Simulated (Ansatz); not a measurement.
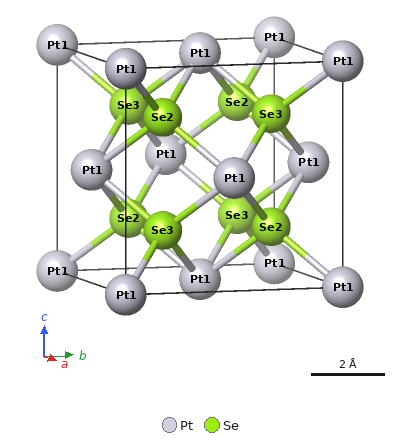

Fig. 1: The structure (ball-and-stick view of the cell 4 times as large as that of the calculation, set on its symmetry axes, seen slightly off an axis; atoms are numbered from 1 in the order of the input).

**PtSe$_{2}$: single-point calculation (part 1 of 2)**

System: PtSe$_{2}$ (3 atoms in the cell).
Method: DFT, HSE06, plane waves, PAW, no spin polarisation (Ansatz 0.2.0).

The structure was built on a prototype by a generator. The geometry comes from this level: r2SCAN. Figures and captions count atoms from 1; the log counts them from 0 in places.

**Log**
```
Warning: output.stress: scf.convergence.dr2_threshold = 1e-7 eV (the SCF's general default) is looser than the 3e-10 eV advised for a printed stress (1e-10 eV for each atom of the cell: 3). What an SCF threshold leaves in a stress goes as its square root, and in the free energy as the threshold itself, and one threshold admits the most on a small cell: of the crystals measured, under no hybrid functional and no lock of the moments, on runs that ended without the residual-converged pass, on stresses that held no estimate of that error, the worst erred by over 100 MPa in a component at 1e-7 eV an atom and by under 5 at 1e-10. Set scf.convergence.dr2_threshold to 3e-10 eV or tighter. The threshold is an SCF's pass mark: one that does not reach it within its budget of iterations ends unconverged, or closes short of it on a stop that the run arms, and scf.convergence.dr2_threshold's page says what that costs each kind of run
Warning: output.stress: scf.exx.energy_threshold = 1e-6 eV is looser than the 3e-8 eV advised for a stress under a hybrid functional (1e-8 eV for each atom of the cell: 3). Every SCF of the exchange loop can meet its threshold on dr2 while the loop round them stops early: no threshold on dr2 bounds what that leaves in the stress. Set scf.exx.energy_threshold to 3e-8 eV or tighter. The threshold is the loop's pass mark: a loop that does not reach it within its budget of cycles ends unconverged, and scf.exx.energy_threshold's page has the law
scf.n_extra_bands = 4 over 25 filled bands (N_el = 50.0): the run solves 29 bands
Engine: ansatz 0.2.0, x86_64-unknown-linux-gnu
Pseudopotentials: kind: paw
Pseudopotential: Pt, paw, valence charge 18, recommended cutoff 420 eV (normal), Pt.paw.azcp
Pseudopotential: Se, paw, valence charge 16, recommended cutoff 420 eV (normal), Se.paw.azcp
Functional definition: HSE06
  parameter a = 0.25
  parameter omega = 0.11/bohr
  exchange = pbe_x - a*pbe_x_sr(omega) + a*exact_x_sr(omega)
  correlation = pbe_c
Crystal: 3 atoms, lattice volume = 61.381 Å³
Basis set: ecut = 420 eV, 1243 PW (Γ), exchange–correlation on 60×60×60 points (8 copies of the dense FFT grid, shifted against one another)
Bands: 29, of which v1, the nominal top of the filled ones, is band 25 counted from 1 (24 counted from 0)
Symmetry: 48 space group operations
Space group: Fm-3m (ITA 225), of the structure as read, at distance tolerance 3.9e-5 Å
k-points: 8 of 64
Non-local potential: Pt, projectors of the file, l = 0: 3, l = 1: 2, l = 2: 2, l = 3: 1
Non-local potential: Se, projectors of the file, l = 0: 2, l = 1: 2, l = 2: 3, l = 3: 1
PAW form: soft (Blöchl's): semilocal exchange-correlation on the pseudo side does not see the compensation charge
PAW frozen core: Pt, regenerated for the run's functional, and the local potential with it (the file was generated under x = pbe(κ = 0.804, μ = 0.2195149727645171), c = pbe(β = 0.06672455060314922))
PAW frozen core: Se, regenerated for the run's functional, and the local potential with it (the file was generated under x = pbe(κ = 0.804, μ = 0.2195149727645171), c = pbe(β = 0.06672455060314922))
PAW one-centre angular grid: Pt, 590 points (default); XC on 64 Gauss nodes
PAW one-centre angular grid: Se, 590 points (default); XC on 64 Gauss nodes
Initial density: superposition of atomic densities (neutral atoms: chi_scale 0, normalization atom), corrected by the library's trained network
Initial wavefunctions: pseudopotential atomic-orbital guess
Functional: x = pbe(κ = 0.804, μ = 0.2195149727645171), c = pbe(β = 0.06672455060314922), warm-up for x = pbe(κ = 0.804, μ = 0.2195149727645171) + 0.25 (exact − pbe) at short range (hse, ω = 0.20786987370883472 Å⁻¹), c = pbe(β = 0.06672455060314922); HSE06 as pw.x's `hse` composes it (authors' and Libxc's form: `xc: wpbeh`)
SCF iter   1: F=—  HF=-23460.935109 eV  |F-HF|=—  |Δ(HF+E_count)|=         —  Δρ=1.11e-2  dr2=8.48e-2  ethr=1.77e-3  ⟨swp⟩=7.0  Hψ=872  notcnv=0
preconditioner: auto → Kerker (q_TF=auto, 2.637 Å⁻¹)  [metal: Δε(μ)=0.040 eV  Ē_g=8.427 eV  σ=0.020 eV  W_gap=0.46  n_scr=14 (ndim 8)  ℏωp=22.2 eV  f_vac=0.069  D(μ)=7.55/eV (n_scr^D=112)]
SCF iter   2: F=—  HF=-23460.927795 eV  |F-HF|=—  |Δ(HF+E_count)|=   7.31e-3  Δρ=4.67e-3  dr2=2.35e-2  ethr=1.70e-4  ⟨swp⟩=3.1  Hψ=512  notcnv=0  defer=1
SCF iter   3: F=—  HF=-23460.925127 eV  |F-HF|=—  |Δ(HF+E_count)|=   2.67e-3  Δρ=2.21e-3  dr2=2.76e-3  ethr=4.71e-5  ⟨swp⟩=2.1  Hψ=464  notcnv=0  defer=1
SCF iter   4: F=—  HF=-23460.924960 eV  |F-HF|=—  |Δ(HF+E_count)|=   1.68e-4  Δρ=1.25e-3  dr2=1.57e-3  ethr=5.52e-6  ⟨swp⟩=3.2  Hψ=548  notcnv=0  defer=2
iter 5 solved again at ethr=1.81e-7 eV; its pass at ethr=3.15e-6 eV (dr2=9.04e-5 eV) is discarded
SCF iter   5: F=—  HF=-23460.924849 eV  |F-HF|=—  |Δ(HF+E_count)|=   1.10e-4  Δρ=2.65e-4  dr2=8.53e-5  ethr=1.81e-7  ⟨swp⟩=3.9  Hψ=947  notcnv=0
SCF iter   6: F=—  HF=-23460.924891 eV  |F-HF|=—  |Δ(HF+E_count)|=   4.16e-5  Δρ=1.41e-4  dr2=1.89e-5  ethr=1.71e-7  ⟨swp⟩=3.0  Hψ=494  notcnv=0
SCF iter   7: F=—  HF=-23460.924904 eV  |F-HF|=—  |Δ(HF+E_count)|=   1.31e-5  Δρ=1.14e-4  dr2=1.46e-5  ethr=3.79e-8  ⟨swp⟩=3.2  Hψ=528  notcnv=0
SCF iter   8: F=—  HF=-23460.924904 eV  |F-HF|=—  |Δ(HF+E_count)|=   3.12e-7  Δρ=1.61e-5  dr2=2.82e-7  ethr=2.91e-8  ⟨swp⟩=2.5  Hψ=444  notcnv=0
SCF iter   9: F=—  HF=-23460.924904 eV  |F-HF|=—  |Δ(HF+E_count)|=   3.14e-7  Δρ=4.99e-6  dr2=2.23e-8  ethr=5.65e-10  ⟨swp⟩=4.0  Hψ=571  notcnv=0
SCF iter  10: F=—  HF=-23460.924904 eV  |F-HF|=—  |Δ(HF+E_count)|=   5.45e-8  Δρ=1.18e-6  dr2=1.44e-9  ethr=4.46e-11  ⟨swp⟩=3.9  Hψ=566  notcnv=0
SCF iter  11: F=-23460.924904 eV  HF=-23460.924904 eV  |F-HF|=1.06e-10  |Δ(HF+E_count)|=   3.76e-9  Δρ=3.63e-7  dr2=1.05e-10  ethr=2.87e-12  ⟨swp⟩=4.0  Hψ=587  notcnv=0
SCF 1 converged in 11 iterations: F = -23460.924904 eV  dr2 = 1.05e-10
  greatest PAW one-centre occupation: 1.000 electrons in one spin orbital (limit 2), on the Pt atom at site 0 (counted from 0), in its partial waves of l = 0
Initial density: handed on by an earlier stage of this run
Initial wavefunctions: those handed on with the density
Functional: x = pbe(κ = 0.804, μ = 0.2195149727645171) + 0.25 (exact − pbe) at short range (hse, ω = 0.20786987370883472 Å⁻¹), c = pbe(β = 0.06672455060314922); HSE06 as pw.x's `hse` composes it (authors' and Libxc's form: `xc: wpbeh`)
Exchange kernel: α = 0.2500, screened, ω = 0.2079 Å⁻¹, Wigner–Seitz truncation, v(0) = 1037.8011 eV·Å³, q-mesh 4×4×4, nearest image of the exchange supercell L = 17.71 Å, pair-density grid 18×18×18, without the augmentation charges, whose exchange is taken in its separable form by FFT convolution over the k-point mesh (sized by the pseudopotential files, 25×25×25 at the most), smooth part of the exact exchange by density-matrix convolution
Frozen-core exchange: fock
iter 1 solved again at ethr=2.92e-4 eV; its pass at ethr=1.00e-1 eV (dr2=1.46e-1 eV) is discarded
SCF iter   1: F=—  HF=-23465.631890 eV  |F-HF|=—  |Δ(HF+E_count)|=         —  Δρ=1.23e-2  dr2=1.52e-1  ethr=2.92e-4  ⟨swp⟩=3.5  Hψ=1016  notcnv=0
preconditioner: auto → Kerker (q_TF=auto, 2.637 Å⁻¹)  [metal: Δε(μ)=0.028 eV  Ē_g=9.694 eV  σ=0.020 eV  W_gap=0.31  n_scr=14 (ndim 8)  ℏωp=22.2 eV  f_vac=0.067  D(μ)=7.03/eV (n_scr^D=112)]
SCF iter   2: F=—  HF=-23465.606319 eV  |F-HF|=—  |Δ(HF+E_count)|=   2.56e-2  Δρ=5.21e-3  dr2=2.50e-2  ethr=2.92e-4  ⟨swp⟩=2.5  Hψ=469  notcnv=0
SCF iter   3: F=—  HF=-23465.601050 eV  |F-HF|=—  |Δ(HF+E_count)|=   5.27e-3  Δρ=2.28e-3  dr2=2.89e-3  ethr=4.96e-5  ⟨swp⟩=3.2  Hψ=534  notcnv=0
SCF iter   4: F=—  HF=-23465.600607 eV  |F-HF|=—  |Δ(HF+E_count)|=   4.43e-4  Δρ=5.71e-4  dr2=3.41e-4  ethr=5.09e-6  ⟨swp⟩=3.0  Hψ=551  notcnv=0
SCF iter   5: F=—  HF=-23465.600487 eV  |F-HF|=—  |Δ(HF+E_count)|=   1.21e-4  Δρ=2.63e-4  dr2=6.44e-5  ethr=6.65e-7  ⟨swp⟩=3.2  Hψ=576  notcnv=0
SCF iter   6: F=-23465.600470 eV  HF=-23465.600474 eV  |F-HF|=3.54e-6  |Δ(HF+E_count)|=   1.29e-5  Δρ=7.85e-5  dr2=5.00e-6  ethr=1.22e-7  ⟨swp⟩=3.0  Hψ=502  notcnv=0
SCF 2 stopped early in 6 iterations: F = -23465.600470 eV  dr2 = 5.00e-6
hybrid outer 1: dexx = +9.642e-3 eV, tail = 8.70e-5 eV
Exchange kernel: α = 0.2500, screened, ω = 0.2079 Å⁻¹, Wigner–Seitz truncation, v(0) = 1037.8011 eV·Å³, q-mesh 4×4×4, nearest image of the exchange supercell L = 17.71 Å, pair-density grid 18×18×18, without the augmentation charges, whose exchange is taken in its separable form by FFT convolution over the k-point mesh (sized by the pseudopotential files, 25×25×25 at the most), smooth part of the exact exchange by density-matrix convolution
Frozen-core exchange: fock
SCF iter   1: F=—  HF=-23465.600699 eV  |F-HF|=—  |Δ(HF+E_count)|=         —  Δρ=8.06e-5  dr2=4.19e-6  ethr=8.70e-7  ⟨swp⟩=3.6  Hψ=491  notcnv=0
preconditioner: auto → Kerker (q_TF=auto, 2.637 Å⁻¹)  [metal: Δε(μ)=0.005 eV  Ē_g=9.659 eV  σ=0.020 eV  W_gap=0.06  n_scr=14 (ndim 8)  ℏωp=22.2 eV  f_vac=0.066  D(μ)=7.64/eV (n_scr^D=112)]
SCF iter   2: F=—  HF=-23465.600700 eV  |F-HF|=—  |Δ(HF+E_count)|=   7.07e-7  Δρ=4.39e-5  dr2=4.25e-7  ethr=8.25e-9  ⟨swp⟩=4.0  Hψ=702  notcnv=0
SCF iter   3: F=—  HF=-23465.600700 eV  |F-HF|=—  |Δ(HF+E_count)|=   1.65e-7  Δρ=2.82e-5  dr2=2.06e-7  ethr=7.72e-10  ⟨swp⟩=3.1  Hψ=497  notcnv=0
SCF iter   4: F=—  HF=-23465.600700 eV  |F-HF|=—  |Δ(HF+E_count)|=   3.61e-8  Δρ=8.01e-6  dr2=3.48e-8  ethr=3.93e-10  ⟨swp⟩=3.0  Hψ=502  notcnv=0
SCF iter   5: F=—  HF=-23465.600700 eV  |F-HF|=—  |Δ(HF+E_count)|=  9.68e-10  Δρ=5.06e-6  dr2=3.33e-8  ethr=6.52e-11  ⟨swp⟩=2.6  Hψ=467  notcnv=0  defer=1
SCF iter   6: F=-23465.600700 eV  HF=-23465.600700 eV  |F-HF|=3.06e-10  |Δ(HF+E_count)|=   5.78e-9  Δρ=1.22e-6  dr2=1.04e-9  ethr=6.43e-11  ⟨swp⟩=3.1  Hψ=481  notcnv=0
SCF 3 converged in 6 iterations: F = -23465.600700 eV  dr2 = 1.04e-9
  Residual-converged pass: ⟨swp⟩=2.8  Hψ=628  notcnv=0  max |occ|·‖R‖ = 1.9e-6 eV (tolerance 2.4e-6 eV)  dr2=1.06e-9  dr2_onsite=6.19e-10  max |Δocc| = 3.5e-11
```

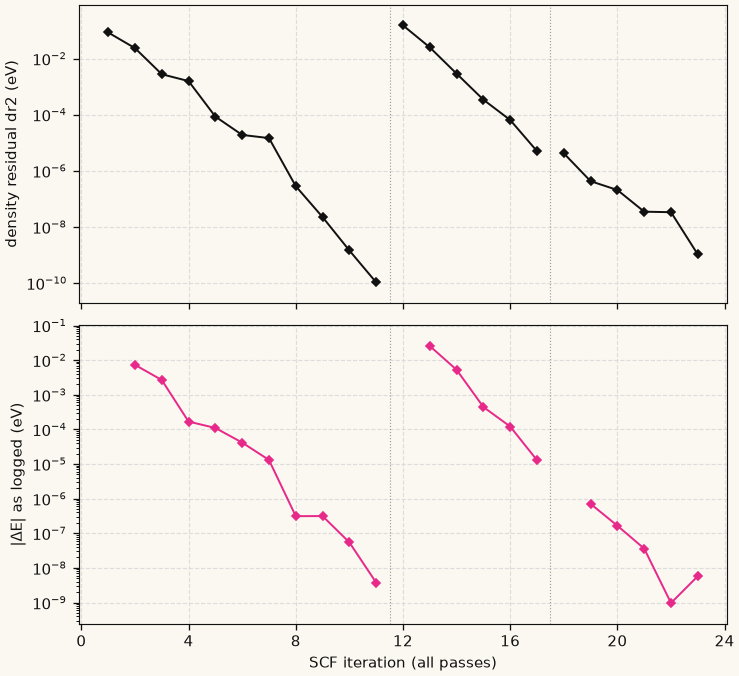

Fig. 2: Convergence of the self-consistent field: density residual dr2 and size of the energy change against the SCF iteration. The run starts with a semilocal functional; after that each stretch between dotted lines is one SCF of the hybrid functional between two exact rebuilds of the exchange operator by the outer loop. Early passes are stopped at a loose threshold. The passes take 11, 6 and 6 iterations.

```
hybrid outer 2: dexx = +6.258e-7 eV, tail = 4.94e-8 eV, Δε = 3.48e-3 eV (about 1.37e-4 eV left of the loop's levels)
hybrid SCF converged: 2 outer / 12 inner (+11 warm-up), last move |dexx| = 6.26e-7 eV, tail = 4.94e-8 eV
Stability not checked: this state was not tested for a lower state beside it, because the functional holds exact exchange (a hybrid, or Hartree-Fock), whose exchange loop this test does not read (fock_operator; see scf.lower_state_search)
Free energy (F): -23465.600700 eV
Frozen-core exchange: fock
Harris-Foulkes:  -23465.600700 eV  (|F-HF|=3.06e-10)
Internal energy: -23465.592006 eV  (E = F + TS)
E sigma→0 (E₀):  -23465.596353 eV
Entropy (-TS):   -0.008694 eV (-2.898 meV/atom)
Fermi energy:    13.613369 eV
--- Per-component energies (eV) ---
  E_band       = -1095.485255
  E_kinetic    = 868.759836
  E_local      = -6483.060044  (includes V_loc(G=0)·N_el)
  E_nonlocal   = -986.584696
  E_hartree    = 2997.859398
  E_xc         = -374.462233
  E_vxc        = -394.994489  (∫ρ·V_xc dr)
  E_exx        = -199.348679  (= α·E_x^exact, valence–valence)
  E_paw        = -13173.709428  (= ΣΔE_a)
  E_vpaw       = 303.372701  (= ΣTr[D̂ρ^β])
  E_aug_tail   = -0.000911  (compensation charges beyond the density's cutoff)
  E_ewald      = -6110.875513
  E_core_change = -4.169753  (= ΣΔE_core)
  E_smearing   = -0.008694  (= −TS)
  E_closure    = 0.000016  (closes the sum)
  Σ components = -23465.600700   (vs F -23465.600700, Δ=3.64e-12)
--- Forces (eV/Å), atoms counted from 1 ---
  atom   1  Pt    -0.00000000     0.00000000     0.00000000
  atom   2  Se     0.00000000    -0.00000000    -0.00000000
  atom   3  Se     0.00000000    -0.00000000    -0.00000000
  max |Σ_I F_I| component: 7.40e-17 eV/Å
--- Stress (GPa, compression-positive) ---
       -2.252402       0.000000      -0.000000
       -0.000000      -2.252402      -0.000000
        0.000000      -0.000000      -2.252402
  P = ⅓ Tr σ = -2.2524 GPa (-22.524 kbar)
--- Band table (eV; the first three rows and the last of 8) ---
```
